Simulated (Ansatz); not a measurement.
# Calculations on ZrSi7

Part 1: Relaxation

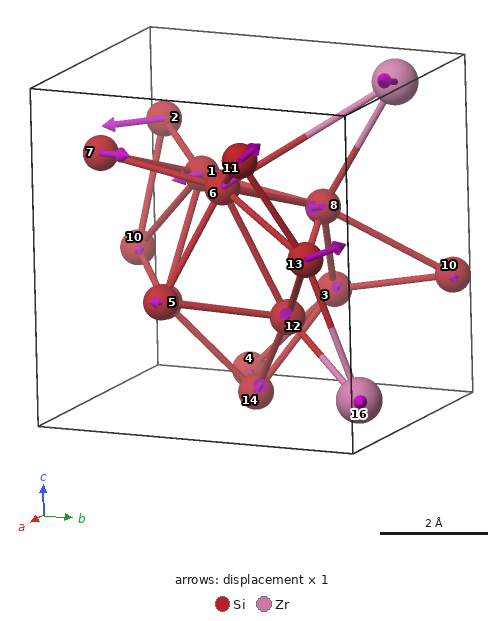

A relaxation of an amorphous cell of composition ZrSi₇ (coarse preliminary run). The starting structure is drawn; purple arrows show the displacements (the part carried along by the change of the cell is left out), at their true length.

The picture is a ball-and-stick view of the cell of the calculation, reduced to other axes, seen slightly off an axis. Lengths and directions refer to the drawn axes.

Case: the quenched liquid.

Theory: DFT PBE, scalar-relativistic, plane waves, PAW (Ansatz).

Input file:
```yaml
crystal:
  lattice:
    - [6.383461, 0.210742, 0.157552]
    - [0.210742, 6.556163, -0.001312]
    - [0.157552, -0.001312, 6.440008]
  atoms:
    - { symbol: Si, position: [0.7025262692, 0.3581427563, 0.7313797111] }
    - { symbol: Si, position: [0.9791950745, 0.2638908017, 0.9539608212] }
    - { symbol: Si, position: [0.9365113666, 0.7163912414, 0.4085331479] }
    - { symbol: Si, position: [0.9840310989, 0.9862597444, 0.7013125744] }
    - { symbol: Si, position: [0.2092186848, 0.6452321879, 0.6802717037] }
    - { symbol: Si, position: [0.3633271522, 0.3214938405, 0.5361019451] }
    - { symbol: Si, position: [0.3418428006, 0.2459531266, 0.9120433195] }
    - { symbol: Si, position: [0.7054128192, 0.4255374651, 0.3490964022] }
    - { symbol: Si, position: [0.5636552836, 0.7182444087, 0.8060135764] }
    - { symbol: Si, position: [0.8717539826, 0.6293019237, 0.0048753114] }
    - { symbol: Si, position: [0.0620291102, 0.1737921606, 0.362405111] }
    - { symbol: Si, position: [0.4333318251, 0.704043473, 0.3648368098] }
    - { symbol: Si, position: [0.1910687713, 0.4781024094, 0.2105507807] }
    - { symbol: Si, position: [0.6343438466, 0.9762917099, 0.5486130801] }
    - { symbol: Zr, position: [0.6946395834, 0.0345366008, 0.1061218289] }
    - { symbol: Zr, position: [0.1932085088, 0.8807607731, 0.0506946308] }
  symmetry: { detect: false }
basis:
  ecutwfc: 420
kpoints:
  mp_grid: { grid: [2, 2, 2], shift: [0.5, 0.5, 0.5] }
hamiltonian:
  xc: pbe
scf:
  occupations: { method: gaussian, width: 0.1 }
  lower_state_search: "off"
output:
  forces: true
  stress: true
  eigenvalues: true
relax:
  adjacent_minimum: "off"
  f_tol: 0.04
  max_steps: 70
  cell: { stress_tol: 0.3 }
```

Command:
```bash
ansatz run input.yaml --threads 2 --pin off --max-ram 5120MiB --backend cpu --events-out ev --progress --plain --runs-dir out
```

What did the optimiser do to the structure, and how much energy did it gain?

Answer. The energy falls by 2.182 eV per cell of the calculation in 26 accepted moves (32 points after the start). The largest force component goes from 1.2 to 0.032 eV/Å. Pressure: 0.29 GPa at the start and 0.12 GPa at the end. The line search rejected the trial steps at points 9, 11, 20, 27, 30 of the run. At 1 point the geometry stayed and the basis and grid were re-selected for the new cell (energy shift of 21.5 meV per cell of the calculation at most each time). The atom that moves furthest relative to the cell is Si2 (1.21 Å along [2 −3 0]). By element the largest moves are Si 1.21 Å, Zr 0.79 Å. The drawn cell changes as follows: a 6.389 → 6.686 Å (+4.6 %), b 6.442 → 6.698 Å (+4.0 %), c 6.560 → 6.318 Å (−3.7 %), α 90.0° → 77.3°, β 86.3° → 77.3°, γ 87.2° → 81.4°; the volume changes by −0.5 %. Among the contacts that change: Si1–Si13 4.416 → 2.861 Å, Si11–Zr15 3.119 → 4.608 Å, Si4–Si8 4.043 → 2.575 Å, Si11–Zr15 (another image) 4.331 → 2.969 Å. Among the angles between lasting bonds that change: Si2–Si11–Si4 151.2° → 98.0°, Si11–Si2–Zr15 71.2° → 121.0°, Si1–Si7–Si13 114.8° → 66.0°. Cost: 2.1 min on 2 threads of Arm Neoverse V2 (shared host), peak memory 0.49 GiB.

Limits of the set-up: the k-point mesh is coarse for a cell with partly filled bands; the periodic images lie only 6.4 Å apart, so the values are limited by the cell's size.

Part 2: Dynamics

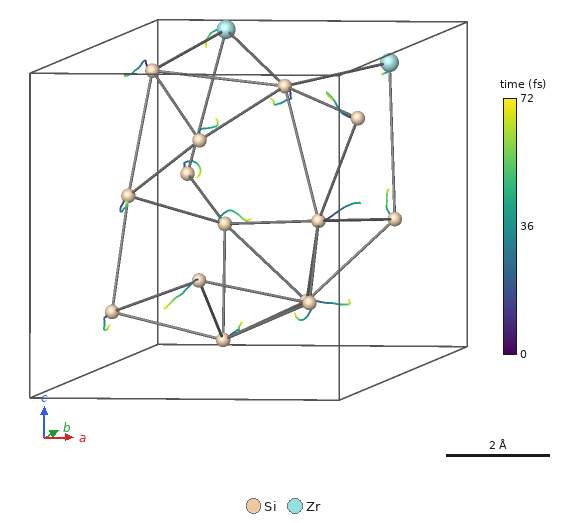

A Born-Oppenheimer molecular dynamics run of an amorphous cell of composition ZrSi$_{7}$ (16 atoms in the cell), 72 fs long. Lines trace each atom's path, coloured by time; spheres stand at the starting positions. Seen slightly off an axis in the simulation cell.

Method: Ansatz, DFT PBE, scalar-relativistic, plane waves, PAW. Set-up: plane-wave cutoff 320 eV; k-point mesh 1 × 1 × 1; Fermi-Dirac smearing 0.218 eV; set temperature 2530 K; time step 3 fs.

How do the atoms move?

Answer. Root-mean-square distances from the starting positions over the second half, with the common drift of all atoms taken out: Si 0.61 Å, Zr 0.33 Å. The run lasts only 72 fs, too short to tell vibration from diffusion. Bond changes: one Si–Si bond breaks at about 72 fs. Over the second half the temperature averages 3240 K (spread ±550 K). The potential energy is still drifting at the end, so the run hasn't reached equilibrium. The potential energy in the second half lies on average 77.3 meV per atom below the first frame. The mean pressure there is 10.6 GPa.

Limits of the set-up: the cutoff lies below the recommended one; the periodic images lie only 6.4 Å apart, so the values are limited by the cell's size.

Part 3: Dynamics

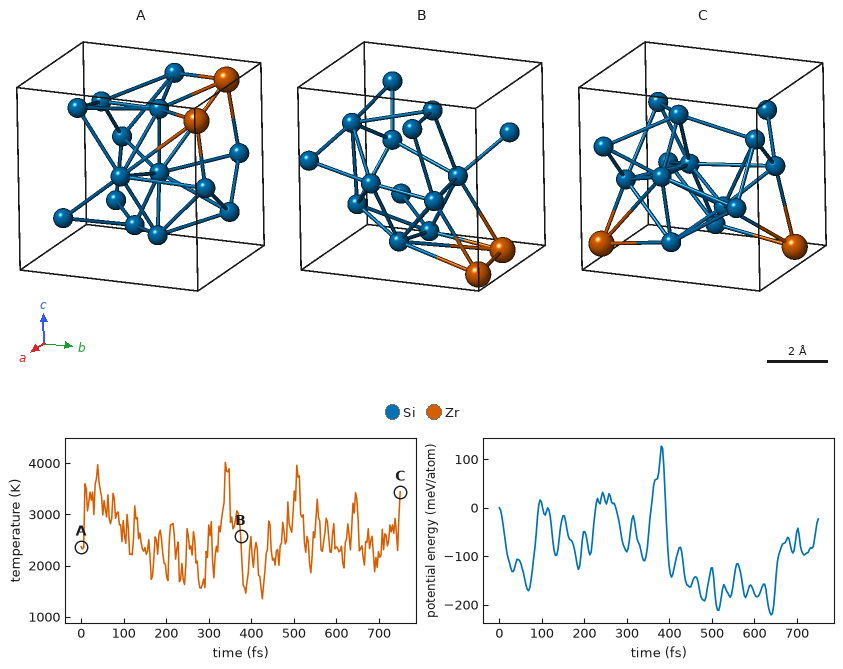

A Born-Oppenheimer molecular dynamics run of an amorphous cell of composition ZrSi7 (16 atoms in the cell), 750 fs long. Frames (A at 0 fs, B at 375 fs, C at 750 fs) and the history of the run. Style: ball-and-stick. Shown: the simulation cell, slightly off an axis. Atoms that leave the cell re-enter on the other side. Bonds to atoms that aren't drawn are left out.

Method: DFT PBE, scalar-relativistic, plane waves, PAW in Ansatz 0.2.0. Run with plane-wave cutoff 420 eV; k-point mesh 1 × 1 × 1; Fermi-Dirac smearing 0.218 eV; set temperature 2530 K; time step 3 fs.

Input
```yaml
crystal:
  lattice:
    - [6.383461, 0.210742, 0.157552]
    - [0.210742, 6.556163, -0.001312]
    - [0.157552, -0.001312, 6.440008]
  atoms:
    - { symbol: Si, position: [0.5466226654, 0.6261352982, 0.8393867699] }
    - { symbol: Si, position: [0.8126000863, 0.1746756031, 0.2550819739] }
    - { symbol: Si, position: [0.7742000549, 0.6913118441, 0.2114205217] }
    - { symbol: Si, position: [0.8854307614, 0.2943337143, 0.8910925003] }
    - { symbol: Si, position: [0.182738463, 0.935590896, 0.5413543142] }
    - { symbol: Si, position: [0.2201308251, 0.2909381173, 0.5682835333] }
    - { symbol: Si, position: [0.5114145125, 0.2881255308, 0.8328297301] }
    - { symbol: Si, position: [0.8765512047, 0.5266889228, 0.5401063277] }
    - { symbol: Si, position: [0.7876242373, 0.9698454537, 0.5046321198] }
    - { symbol: Si, position: [0.1076775288, 0.5503685354, 0.9187336093] }
    - { symbol: Si, position: [0.1882083002, 0.2383407831, 0.2047131663] }
    - { symbol: Si, position: [0.4949703344, 0.6011036513, 0.4734429341] }
    - { symbol: Si, position: [0.5208361053, 0.4667791712, 0.1774623583] }
    - { symbol: Si, position: [0.4691675538, 0.9840572188, 0.2965561253] }
    - { symbol: Zr, position: [0.7834950576, 0.9249929563, 0.8668788382] }
    - { symbol: Zr, position: [0.2309884447, 0.8902245925, 0.9511314236] }
  symmetry: { detect: false }
basis:
  ecutwfc: 420
  xc_grid: 1
kpoints:
  mp_grid: { grid: [1, 1, 1], shift: [0.25, 0.25, 0.25] }
hamiltonian:
  xc: pbe
scf:
  occupations: { method: fermi_dirac, width: 0.218 }
  lower_state_search: "off"
  convergence: { dr2_threshold: 1.0e-05 }
output:
  forces: true
  stress: true
md:
  timestep: 3.0
  n_steps: 250
  ensemble: nvt_langevin
  friction: 0.03
  temperature: 2530.0
  initial_velocities: maxwell_boltzmann
  seed: 61701
```

Command:
```bash
ansatz run input.yaml --threads 2 --pin off --max-ram 5120MiB --backend cpu --events-out ev --progress --plain --runs-dir out
```

### Describe the run.

In the second half of the run the atoms are, in the root-mean-square, this far from where they began (common drift taken out): Si 1.30 Å, Zr 0.94 Å. That is a large part of the typical shortest distance between atoms in the first frame, about 2.3 Å and still growing: the atoms leave their places as in a liquid. Bond changes: 17 Si–Si contacts open and close in turn; 39 Si–Si bonds break between 54 fs and 720 fs; 42 Si–Si bonds form between 75 fs and 744 fs. The mean temperature in the second half is 2484 K (standard deviation 469 K). The potential energy in the second half lies on average 124 meV per atom below the first frame. The mean pressure there is 6.7 GPa.

Limits of the set-up: the periodic images lie only 6.4 Å apart, so the values are limited by the cell's size.
